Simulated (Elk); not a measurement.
# Dielectric function and optical constants of BN (Qingsongite)

Aim: the dielectric function of BN (Qingsongite), and the optical constants that follow from it.

Method: DFT, PBE, all-electron APW+lo, Dirac cores, scalar-relativistic bands, independent-particle optical response without local fields, in Elk 11.2.3 (patched build).

## Step 1: Starting point

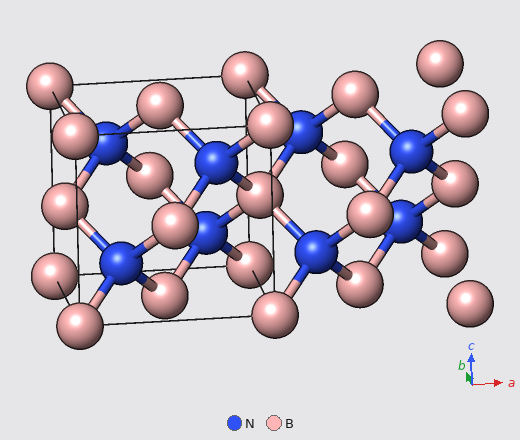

The cell as given, slightly off an axis (nitrogen blue, boron pink). 2×1×1 cells are drawn. This picture shows the conventional cell, with its axes. Bonds to atoms that aren't drawn are left out. Some periodic images of atoms are drawn too.

## Step 2: Ground state

The self-consistent density comes first; it also tells whether there is a gap, which decides the occupations and the need for a Drude term.

This step: DFT, PBE, all-electron APW+lo, Dirac cores, scalar-relativistic bands, ground state (Elk 11.2.3 (patched build)).

Input file elk.in:

```
tasks
  0
  120

xctype
  20

nempty
  12

lorbcnd
  .true.

rgkmax
  7.0

swidth
  0.0018375

maxscl
  100

epsengy
  1e-05

sppath
  './'

avec
  0.000000000000 3.415679970261 3.415679970261
  3.415679970261 0.000000000000 3.415679970261
  3.415679970261 3.415679970261 0.000000000000

atoms
  2
  'N.in'
  1
  0.750000000000 0.750000000000 0.750000000000   0.000 0.000 0.000
  'B.in'
  1
  0.000000000000 0.000000000000 0.000000000000   0.000 0.000 0.000

ngridk
  16 16 16
```

Run with:

```sh
$ OMP_NUM_THREADS=4 elk
```

Numbers of over 12 decimals in the logs are rounded to 6 here.

What it wrote:

```text
┌─────────────────────────┐
│ Elk code version 11.2.3 │
└─────────────────────────┘

All units are atomic (Hartree, Bohr, etc.)

┌─────────────────────────────────────────────────┐
│ Ground-state run starting from atomic densities │
└─────────────────────────────────────────────────┘

Lattice vectors :
   0.000000000       3.415679970       3.415679970
   3.415679970       0.000000000       3.415679970
   3.415679970       3.415679970       0.000000000

Reciprocal lattice vectors :
 -0.9197561484      0.9197561484      0.9197561484
  0.9197561484     -0.9197561484      0.9197561484
  0.9197561484      0.9197561484     -0.9197561484

Unit cell volume      :    79.70058602
Brillouin zone volume :    3.112275904

Muffin-tin inner radius fraction :   0.1000000000E-01

Nuclei treated as point charges

Species : 1 (N)
 parameters loaded from : N.in
 name : nitrogen
 nuclear charge    :   -7.000000000
 electronic charge :    7.000000000
 atomic mass :    25532.65216
 muffin-tin radius :    1.454032813
 number of radial points in muffin-tin :    593
 inner part over the whole radius :   0.9857363812E-02
 number on inner part of muffin-tin    :    404
 approximate nuclear radius :   0.4939692610E-04
 number of mesh points to nuclear radius :    172
 atomic positions (lattice), magnetic fields (Cartesian) :
  1 :   0.00000000  0.00000000  0.00000000    0.00000000  0.00000000  0.00000000

Species : 2 (B)
 parameters loaded from : B.in
 name : boron
 nuclear charge    :   -5.000000000
 electronic charge :    5.000000000
 atomic mass :    19707.24742
 muffin-tin radius :    1.454032813
 number of radial points in muffin-tin :    593
 inner part over the whole radius :   0.9910686086E-02
 number on inner part of muffin-tin    :    402
 approximate nuclear radius :   0.4534157419E-04
 number of mesh points to nuclear radius :    164
 atomic positions (lattice), magnetic fields (Cartesian) :
  1 :   0.25000000  0.25000000  0.25000000    0.00000000  0.00000000  0.00000000

Total number of atoms per unit cell :    2
Total muffin-tin volume :    25.75379454
 ratio of muffin-tin to unit cell volume :   0.3231318090

Spin treatment :
 spin-unpolarised

Number of Bravais lattice symmetries :   48
Number of crystal symmetries         :   24
Crystal has no inversion symmetry
Complex Hermitian eigensolver will be used

k-point grid :     16    16    16
k-point offset :    0.000000000       0.000000000       0.000000000
k-point set is reduced with full crystal symmetry group
Total number of k-points :      245

Muffin-tin radius times maximum |G+k| :    7.000000000
 using average radius
Maximum |G+k| for APW functions       :    4.814196722
Maximum (1/2)|G+k|²                   :    11.58824504
Maximum |G| for potential and density :    12.00000000
Constant for pseudocharge density :    4
 order of it for each species :   11  11
 order of it for pair densities of each species (exact exchange by exxq0 0: 11) :   10  10
Radial integration step length :    1

G-vector grid sizes :     20    20    20
Number of G-vectors :     2277

Maximum angular momentum used for
 APW functions            :    8
 outer part of muffin-tin :    6
 inner part of muffin-tin :    2

Total nuclear charge    :   -12.00000000
Total core charge       :    4.000000000
Total valence charge    :    8.000000000
Total excess charge     :    0.000000000
Total electronic charge :    12.00000000

Effective Wigner radius, rₛ :    1.166085924

Number of empty states         :     24
Total number of valence states :     29
Total number of core states    :      4

Conduction state local-orbitals added automatically
Third-order local-orbitals added for an l without core states : F
Total number of local-orbitals :    107

Exchange-correlation functional :     20     0     0
 Perdew-Burke-Ernzerhof, Phys. Rev. Lett. 77, 3865 (1996)
 gradient requirement :    1
 generalised gradient approximation (GGA)

Smearing type :    3
 Fermi-Dirac
Smearing width :   0.1837500000E-02
Effective electronic temperature (K) :    580.2366081

Mixing type :    3
 Broyden mixing, J. Phys. A: Math. Gen. 17, L317 (1984)

Kohn-Sham potential initialised from atomic data

┌──────────────────────────────┐
│ Self-consistent loop started │
└──────────────────────────────┘

┌─────────────────┐
│ Loop number : 1 │
└─────────────────┘

Energies :
 Fermi                       :     0.229263
 sum of occupied eigenvalues :     -40.124825761594
 electron kinetic            :      80.030293234637
 core electron kinetic       :      65.815965410817
 Coulomb                     :     -148.81286393113
 Coulomb potential           :     -103.61729966873
 nuclear-nuclear             :     -28.941208260866
 electron-nuclear            :     -136.98949409011
 Hartree                     :      17.117838419844
 Madelung                    :     -97.004214096767
 xc potential                :     -16.537819327497
 exchange                    :     -10.729582426643
 correlation                 :    -0.427314
 electron entropic           :    -0.36352005005896E-11
 total energy                :     -79.939467468442

Density of states at Fermi energy :   0.5442232651E-07
 (states/Hartree/unit cell)

Estimated indirect band gap :   0.2198436588
 from k-point 1 to k-point 101
Estimated direct band gap   :   0.3732898569
 at k-point 1

Charges :
 core                        :    4.000000000
 valence                     :    8.000000000
 interstitial                :    2.805789944
 muffin-tins (core leakage)
  species : 1 (N)
   atom 1                    :    5.981396196     (  0.6808850004E-05)
  species : 2 (B)
   atom 1                    :    3.212813860     (  0.7543150866E-03)
 total in muffin-tins        :    9.194210056
 total calculated charge     :    11.99910379
 total charge                :    12.00000000
 error                       :   0.8962109619E-03

┌─────────────────┐
│ Loop number : 2 │
└─────────────────┘

Energies :
 Fermi                       :     0.231231
 sum of occupied eigenvalues :     -40.103174676453
 electron kinetic            :      79.689522448060
 core electron kinetic       :      65.668747579965
 Coulomb                     :     -148.79850488551
 Coulomb potential           :     -103.61843710499
 nuclear-nuclear             :     -28.941208260866
 electron-nuclear            :     -136.95943392767
 Hartree                     :      17.102137303021
 Madelung                    :     -96.989286333015
 xc potential                :     -16.174260019520
 exchange                    :     -10.726950479395
 correlation                 :    -0.427427
 electron entropic           :    -0.36342697801679E-11
 total energy                :     -80.263359614945

Density of states at Fermi energy :   0.5442224977E-07
 (states/Hartree/unit cell)

Estimated indirect band gap :   0.2187704079
 from k-point 1 to k-point 101
Estimated direct band gap   :   0.3721623639
 at k-point 1

Charges :
 core                        :    4.000000000
 valence                     :    8.000000000
 interstitial                :    2.808997206
 muffin-tins (core leakage)
  species : 1 (N)
   atom 1                    :    5.975474012     (  0.6814769624E-05)
  species : 2 (B)
   atom 1                    :    3.215528782     (  0.7541007678E-03)
 total in muffin-tins        :    9.191002794
 total calculated charge     :    11.99910451
 total charge                :    12.00000000
 error                       :   0.8954909344E-03

RMS change in Kohn-Sham potential (target) :    6.346490540     (  0.1000000000E-05)
Absolute change in total energy (target)   :   0.3238921465     (  0.1000000000E-04)

[... 11 loops left out ...]

┌──────────────────┐
│ Loop number : 14 │
└──────────────────┘

Energies :
 Fermi                       :     0.381389
 sum of occupied eigenvalues :     -38.381542097432
 electron kinetic            :      79.451205829959
 core electron kinetic       :      65.801957323333
 Coulomb                     :     -148.10884036011
 Coulomb potential           :     -103.63503129358
 nuclear-nuclear             :     -28.941208260866
 electron-nuclear            :     -135.55492429237
 Hartree                     :      16.387292193128
 Madelung                    :     -96.291324713321
 xc potential                :     -14.197716633810
 exchange                    :     -10.605801069727
 correlation                 :    -0.433465
 electron entropic           :    -0.35930556843649E-11
 total energy                :     -79.696900400618

Density of states at Fermi energy :   0.5442231879E-07
 (states/Hartree/unit cell)

Estimated indirect band gap :   0.1646558044
 from k-point 1 to k-point 101
Estimated direct band gap   :   0.3248315411
 at k-point 1

Charges :
 core                        :    4.000000000
 valence                     :    8.000000000
 interstitial                :    2.976232398
 muffin-tins (core leakage)
  species : 1 (N)
   atom 1                    :    5.707401346     (  0.7009216477E-05)
  species : 2 (B)
   atom 1                    :    3.316366256     (  0.7489151329E-03)
 total in muffin-tins        :    9.023767602
 total calculated charge     :    11.99913271
 total charge                :    12.00000000
 error                       :   0.8672907943E-03

RMS change in Kohn-Sham potential (target) :   0.8121948891E-06 (  0.1000000000E-05)
Absolute change in total energy (target)   :   0.5365797847E-05 (  0.1000000000E-04)

Convergence targets achieved

┌──────────────────┐
│ Loop number : 15 │
└──────────────────┘

Energies :
 Fermi                       :     0.381389
 sum of occupied eigenvalues :     -38.381541880641
 electron kinetic            :      79.451205759710
 core electron kinetic       :      65.801957328247
 Coulomb                     :     -148.10884023771
 Coulomb potential           :     -103.63503125601
 nuclear-nuclear             :     -28.941208260866
 electron-nuclear            :     -135.55492408808
 Hartree                     :      16.387292111244
 Madelung                    :     -96.291324609704
 xc potential                :     -14.197716384345
 exchange                    :     -10.605801054102
 correlation                 :    -0.433465
 electron entropic           :    -0.35930555890002E-11
 total energy                :     -79.696900333506

Density of states at Fermi energy :   0.5442231668E-07
 (states/Hartree/unit cell)

Estimated indirect band gap :   0.1646558005
 from k-point 1 to k-point 101
Estimated direct band gap   :   0.3248315458
 at k-point 1

Charges :
 core                        :    4.000000000
 valence                     :    8.000000000
 interstitial                :    2.976232437
 muffin-tins (core leakage)
  species : 1 (N)
   atom 1                    :    5.707401335     (  0.7009216151E-05)
  species : 2 (B)
   atom 1                    :    3.316366227     (  0.7489151475E-03)
 total in muffin-tins        :    9.023767563
 total calculated charge     :    11.99913271
 total charge                :    12.00000000
 error                       :   0.8672908011E-03

┌──────────────────────────────┐
│ Self-consistent loop stopped │
└──────────────────────────────┘

Warning : core states of species 2 leak from the muffin-tin :   0.7489151475E-03

Wrote STATE.OUT
```

Wall time 20 s (4 threads of Intel Xeon 6975P-C (Granite Rapids), shared host); peak memory 0.16 GiB.

This step gave:

| Quantity | Value |
| --- | --- |
| total energy | -79.70 Ha |
| Fermi energy | 10.38 eV |
| DOS at the Fermi level | 2.00e-9 states/eV/cell |
| gap on the k-mesh | 4.481 eV |
| direct gap on the mesh | 8.839 eV |

There is a gap, 4.48 eV on this mesh (points off the mesh can give less), so no carriers' term is needed.

## Step 3: Independent particles

With the density converged, the vertical transitions are summed over the zone.

This step: DFT, PBE, all-electron APW+lo, Dirac cores, scalar-relativistic bands, independent-particle optical response without local fields (Elk 11.2.3 (patched build)).

elk.in, as its differences from that of step 2:

```diff
@@ -1,4 +1,6 @@
 tasks
-  0
-  120
+  121
+
+optcomp
+  1 1
 
@@ -17,9 +19,7 @@
 swidth
-  0.0018375
+  0.0055124
 
-maxscl
-  100
-
-epsengy
-  1e-05
+wplot
+  400 100 0
+  0.0 0.51449
```

Run with:

```sh
$ OMP_NUM_THREADS=4 elk
```

What it wrote:

```text
┌─────────────────────────────────┐
│ Elk code version 11.2.3 started │
└─────────────────────────────────┘

Info(readinput): the functional depends on the density's gradient
 muffin-tin radial points multiplied by    2.00000
 (not where nrmtscf is given)

┌────────────────────┐
│ Current task : 121 │
└────────────────────┘
Info(checkmt): changed muffin-tin radius of species 1 (N) from   1.8000 to   1.4540
Info(checkmt): changed muffin-tin radius of species 2 (B) from   1.8000 to   1.4540

Info(findsymcrys): atomic basis shift (lattice) :
  0.2500000000      0.2500000000      0.2500000000
See GEOMETRY.OUT for new atomic positions

Info(dielectric):
 dielectric tensor written to EPSILON_ij.OUT
 optical conductivity written to SIGMA_ij.OUT
 for components
  i = 1, j = 1

┌──────────────────┐
│ Elk code stopped │
└──────────────────┘
```

Run time: 2.2 s. Hardware: 4 threads; peak memory 0.03 GiB; 8.6 s of CPU time.

Numbers from this step:

| Quantity | Value |
| --- | --- |
| electronic dielectric constant ε∞, mean over x, y and z (by symmetry where fewer were run) | 4.636 |
| main peak of Im epsilon, first axis | 11.96 eV |

Values under the direct gap are tails of Lorentzian lines. Table of Im ε, E ∥ x by photon energy; read off at these points:

```csv
photon energy (eV),"Im ε, E ∥ x"
0,0
1,0.00712
2,0.0149
3,0.0242
4,0.0363
5,0.0537
6,0.0816
7,0.134
8,0.272
9,2.02
10,7.35
11,9.06
12,15.5
13,8.93
```

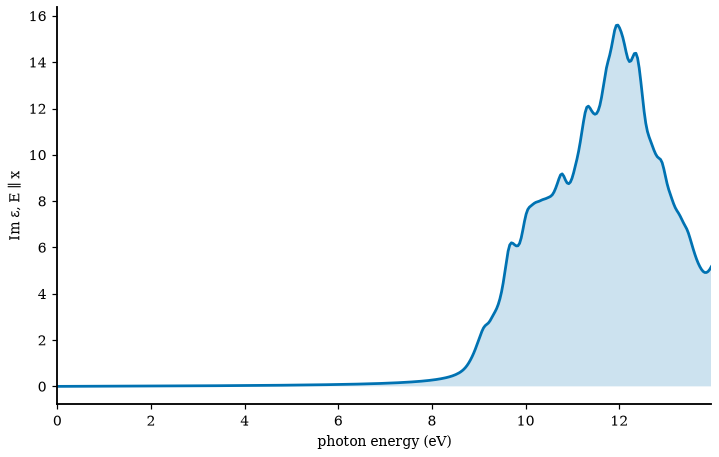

Im ε, E ∥ x, plotted against photon energy.

The Re ε, E ∥ x by photon energy:

```
photon energy (eV)  Re ε, E ∥ x
                 0         4.64
                 1         4.66
                 2         4.73
                 3         4.86
                 4         5.06
                 5         5.36
                 6         5.80
                 7         6.49
                 8         7.75
                 9         10.7
                10         10.8
                11         8.89
                12         2.70
                13        -3.37
```

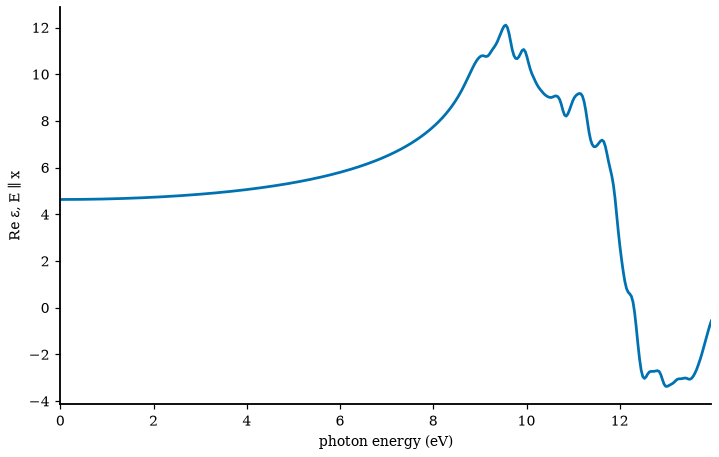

Re ε, E ∥ x against photon energy.

Values under the direct gap are tails of Lorentzian lines. Loss function −Im 1/ε at q → 0, E ∥ x against energy loss; read off at these points:

```csv
energy loss (eV),"loss function −Im 1/ε at q → 0, E ∥ x"
0,0
1,3.3e-4
2,6.7e-4
3,0.00102
4,0.00142
5,0.00187
6,0.00243
7,0.00318
8,0.00453
9,0.0169
10,0.0430
11,0.0562
12,0.0626
13,0.0980
```

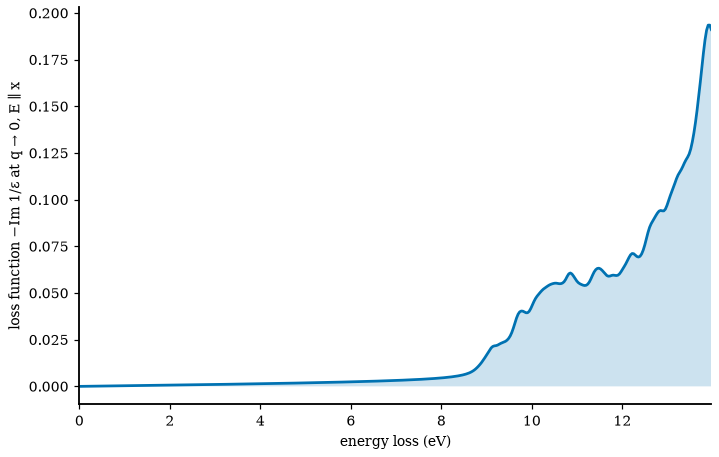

Loss function −Im 1/ε at q → 0, E ∥ x, plotted against energy loss.

Table of reflectivity at normal incidence, E ∥ x by photon energy; read off at these points:

```csv
photon energy (eV),"reflectivity at normal incidence, E ∥ x (%)"
0.0,13.4
1.0,13.5
2.0,13.7
3.0,14.1
4.0,14.8
5.0,15.7
6.0,17.1
7.0,19.0
8.0,22.2
9.0,28.9
10.0,34.1
11.0,35.1
12.0,46.8
12.5,51.3
13.0,50.0
```

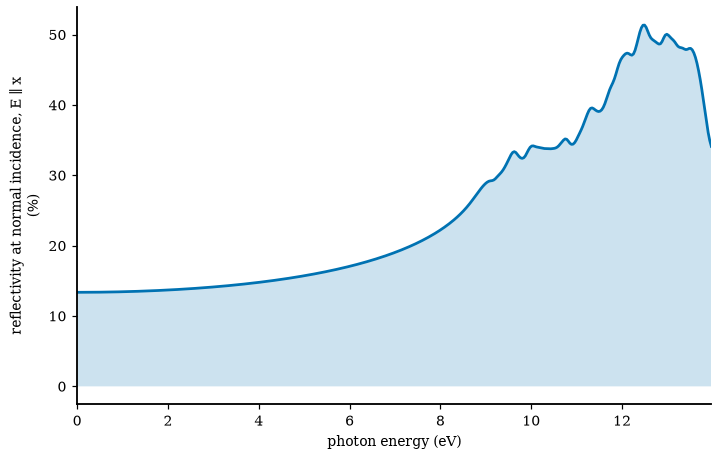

Reflectivity at normal incidence, E ∥ x, plotted against photon energy.

Table of refractive index n and extinction k by photon energy:

| photon energy (eV) | n | k |
| --- | --- | --- |
| 0 | 2.15 | 0 |
| 1 | 2.16 | 0.00165 |
| 2 | 2.18 | 0.00342 |
| 3 | 2.20 | 0.00549 |
| 4 | 2.25 | 0.00808 |
| 5 | 2.31 | 0.0116 |
| 6 | 2.41 | 0.0169 |
| 7 | 2.55 | 0.0263 |
| 8 | 2.78 | 0.0489 |
| 9 | 3.29 | 0.307 |
| 10 | 3.46 | 1.06 |
| 11 | 3.29 | 1.38 |
| 12 | 3.04 | 2.55 |
| 13 | 1.76 | 2.54 |

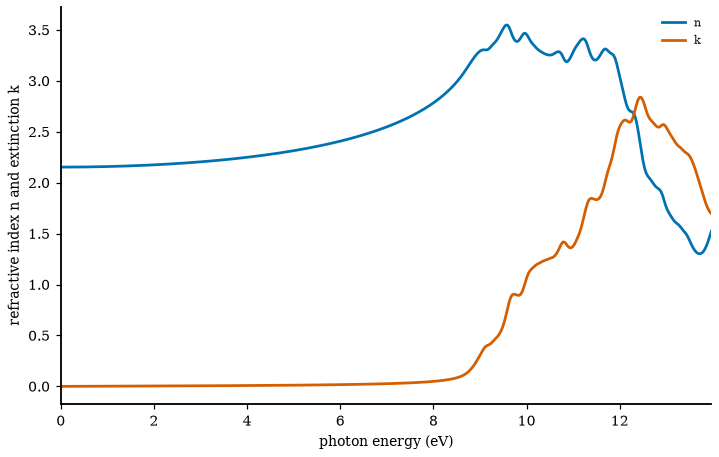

Refractive index n and extinction k against photon energy.

From ε follow the optical constants at some laser and lamp lines:

```csv
wavelength (nm),n,k,R (%),1/α
1550,2.16,0.001,13.4,94 µm
1064,2.16,0.002,13.5,44 µm
633,2.17,0.003,13.7,15 µm
450,2.20,0.005,14.0,7.2 µm
308,2.25,0.008,14.8,3.0 µm
248,2.31,0.012,15.7,1.7 µm
193,2.46,0.020,17.8,761 nm
```

Below the direct gap, k and the depth come from the tails of the Lorentzian lines, not from transitions.

Rows near the edge hang on the gap, which this functional as a rule makes too small, and phonon-assisted absorption is left out.

## Step 4: What came out

| Quantity | Value |
| --- | --- |
| electronic dielectric constant ε∞, mean over x, y and z (by symmetry where fewer were run) (independent particles) | 4.64 |
| main peak of Im epsilon, first axis | 12.0 eV |

What this shows: At this level (PBE, independent particles) BN has ε∞ = 4.64 and n = 2.16 at 1550 nm, and Im ε peaks at 12.0 eV. On the mesh the gap is 4.48 eV and the least direct gap 8.84 eV, so on this mesh the band edges lie at different points. Excitons and phonon-assisted transitions are missing, and so are local fields; PBE gaps are as a rule too small, which pulls the onset down and ε∞ up. The sum runs over mesh points, so small or evenly spaced maxima can still be ripples of the mesh.

[Machine, clock and banner lines and Python warnings are left out of the logs.]

[Logs are printed without paths, hosts, clocks, repeated set-up lines and the standing remarks that a program may print on its own settings, such as how far it seeks lower states.]

[Hosts, paths, dates, database ids (printed as entryN), source tags and the programs' standing remarks are cut or masked in the printed files.]
